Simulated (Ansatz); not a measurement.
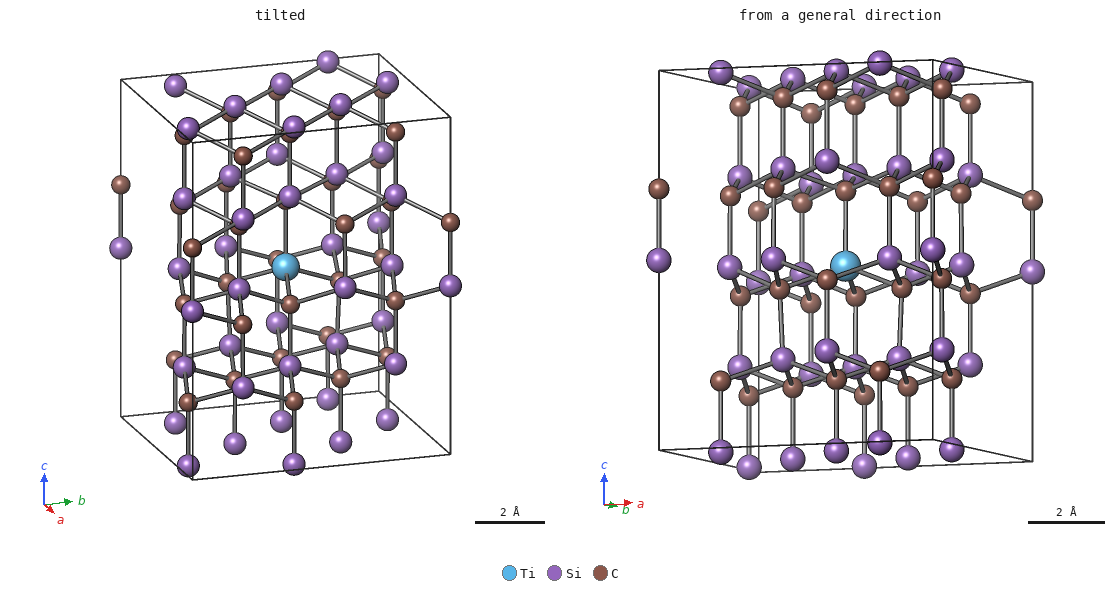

The crystal in a ball-and-stick representation, seen slightly off an axis and from a general direction. One supercell is outlined, and atoms on its boundary appear in each equivalent place. The host is SiC, in a cell of 64 sites, and the cell is neutral.

Identify the point defect.

Titanium on a silicon site (a substitutional impurity). It is bonded to four C in a tetrahedral arrangement at about 2.0 Å.

Computational set-up: DFT PBE, scalar-relativistic, plane waves, PAW in Ansatz 0.2.0, a basis cut at 420 eV, Brillouin-zone sampling on a 2×2×2 mesh, Gaussian smearing of 0.01 eV, collinear spins.

Is the defect spin-polarised?

No net moment.

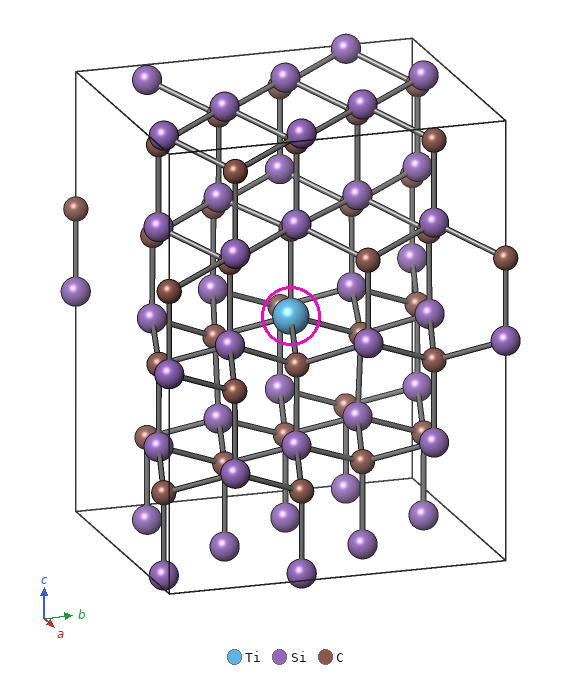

The same cell with a ring at the defect's site.

The atoms were relaxed in the host's cell with DFT PBE, scalar-relativistic, plane waves, PAW in Ansatz 0.2.0.
